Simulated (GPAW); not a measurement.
**GaN (F-43m): refractive index against wavelength**

The refractive index of GaN (F-43m) below the direct gap (1.74 eV on the mesh) is read from one computed spectrum, n = √(Re ε).

Cell: a, b, c = 3.187, 3.187, 3.187 Å (primitive vectors), 2 atoms.

Method: GPAW 26.7.0, LDA, RPA, k-mesh 13×13×13, local fields up to 50 eV, Lorentzian half width 0.15 eV.

Launch of the response step: `OMP_NUM_THREADS=1 python df.py`. The run took 34 s, its band step included, on 1 thread of Arm Neoverse V1 (shared host).

| wavelength (nm) | photon energy E (eV) | n |
| --- | --- | --- |
| 3000 | 0.413 | 2.4350 |
| 2000 | 0.620 | 2.4442 |
| 1550 | 0.800 | 2.4560 |
| 1310 | 0.946 | 2.4687 |
| 1064 | 1.165 | ? |

In the single-oscillator model n² − 1 = E₀E_d/(E₀² − E²), so 1/(n² − 1) = E₀/E_d − E²/(E₀E_d) is linear in E².

Working, on the rows shown:

| x = E² (eV²) | y = 1/(n² − 1) |
| --- | --- |
| 0.170801 | 0.202872 |
| 0.384302 | 0.201041 |
| 0.639837 | 0.198731 |
| 0.895757 | 0.196291 |

Means: x̄ = 0.52267, ȳ = 0.19973. Σ(x − x̄)(y − ȳ) = -0.002687, Σ(x − x̄)² = 0.2959. Slope = -0.002687 / 0.2959 = -0.009081; intercept = ȳ − slope · x̄ = 0.20448. Turned back into n, the line misses the rows shown by at most 0.00032.

Q: Fill in the last column of the withheld row.

A: At x = 1.3578 the line gives y = 0.19215, that is 2.4908. The run gave 2.4948, so the extrapolation is off by 0.004, 7 % of the range in the table. Beyond its data the fit drifts from the curve.

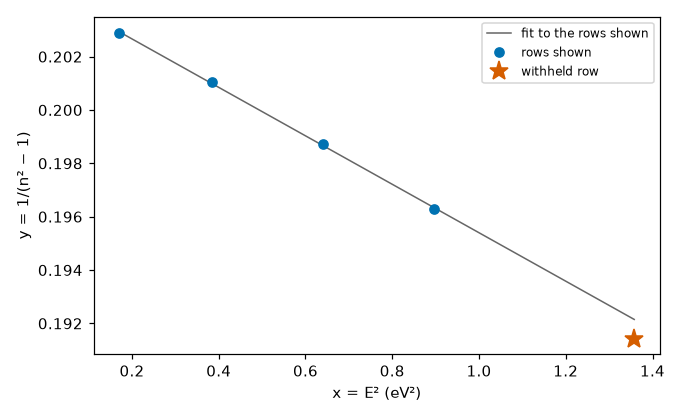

Refitted with all rows, the slope is -0.009649 and the intercept 0.20473. These give E₀ = √(intercept/−slope) = 4.61 eV and E_d = E₀/intercept = 22.5 eV; E₀ is 2.6 times the direct gap. The electronic limit at long wavelengths, without lattice vibrations, is n = √(1 + 1/intercept) = 2.426. Excitons are left out; LDA gaps are as a rule too small. The values come from a sum over the points of one k-mesh and carry its error, which grows as the direct gap shrinks. The local-field cutoff holds few shells of reciprocal vectors for this small cell, so ε∞ can read a few per cent high. Spin-orbit coupling is left out.
